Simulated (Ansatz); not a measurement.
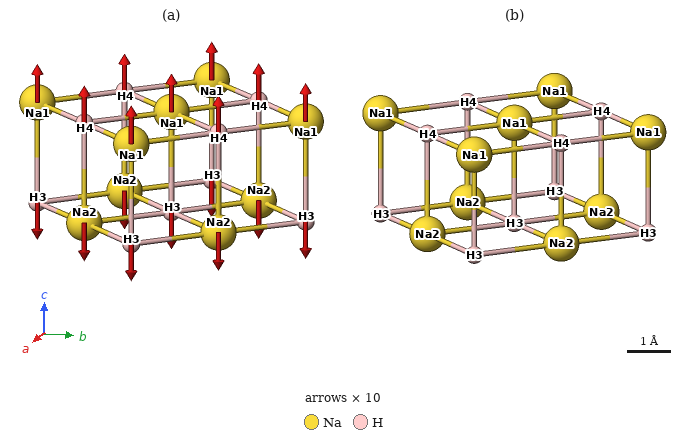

The structure of solid NaH (built on the HgF-139 type type) before (left) and after (right) a relaxation, at one scale. The red arrows give the displacements (the part carried along by the change of the cell is left out), 10 times their true length.

A ball-and-stick model of the atoms within 4.2 Å of the atom that moves most (axes of the conventional cell (2 times the calculation's cell)), seen slightly off an axis. Lengths and directions refer to the drawn axes.

These are results of Ansatz 0.2.0, DFT, r2SCAN+rVV10, plane waves, PAW, not measurements.

Input file:
```yaml
crystal:
  lattice:
    - [-1.6413498269, 1.6413498269, 7.1628967021]
    - [1.6413498269, -1.6413498269, 7.1628967021]
    - [1.6413498269, 1.6413498269, -7.1628967021]
  atoms:
    - { symbol: Na, position: [0.8339961512, 0.8339961512, 0.0] }
    - { symbol: Na, position: [0.1660038488, 0.1660038488, 0.0] }
    - { symbol: H, position: [0.6652767717, 0.6652767717, 0.0] }
    - { symbol: H, position: [0.3347232283, 0.3347232283, 0.0] }
kpoints:
  mp_grid: { grid: [10, 10, 10] }
hamiltonian:
  xc: r2scan
  dispersion: rvv10
scf:
  occupations: { method: fermi_dirac, width: 0.03 }
relax:
  f_tol: 0.01
  cell: {}
  max_steps: 120
output:
  write_density: true
  write_potential: true
  elf: true
  volumetric_format: npy
```

Launched with:
```bash
ansatz run input.yaml --threads 2 --pin off --max-ram 29491MiB --backend cpu --events-out ev --progress --plain --runs-dir out
```

Describe what moved and what it gained.

Answer. The largest moves relative to the cell, 0.093 Å, are those of Na1 and Na2. Na1 goes along +c. Largest moves by element: Na 0.093 Å, H 0.090 Å. The drawn cell changes as follows: a = b 3.283 → 3.273 Å (−0.3 %), c 14.326 → 13.260 Å (−7.4 %); the volume changes by −8.0 %. Among the contacts that change: Na1–Na1 3.283 → 3.273 Å, Na1–H4 2.321 → 2.315 Å. The space group stays I4/mmm (No. 139). The energy falls by 1.4 meV per atom in 5 accepted moves (6 points after the start). The largest force component goes from 0.013 to 0.0028 eV/Å. The pressure goes from −0.11 to −0.02 GPa. The SCF was repeated once at an unchanged geometry on a basis and grid sized afresh for the cell, which shifted the energy by 0.1 meV per atom at most. Cost: 80 s on 2 threads of AMD EPYC 7R13 Processor (Zen 3) (shared host), peak memory 0.91 GiB.
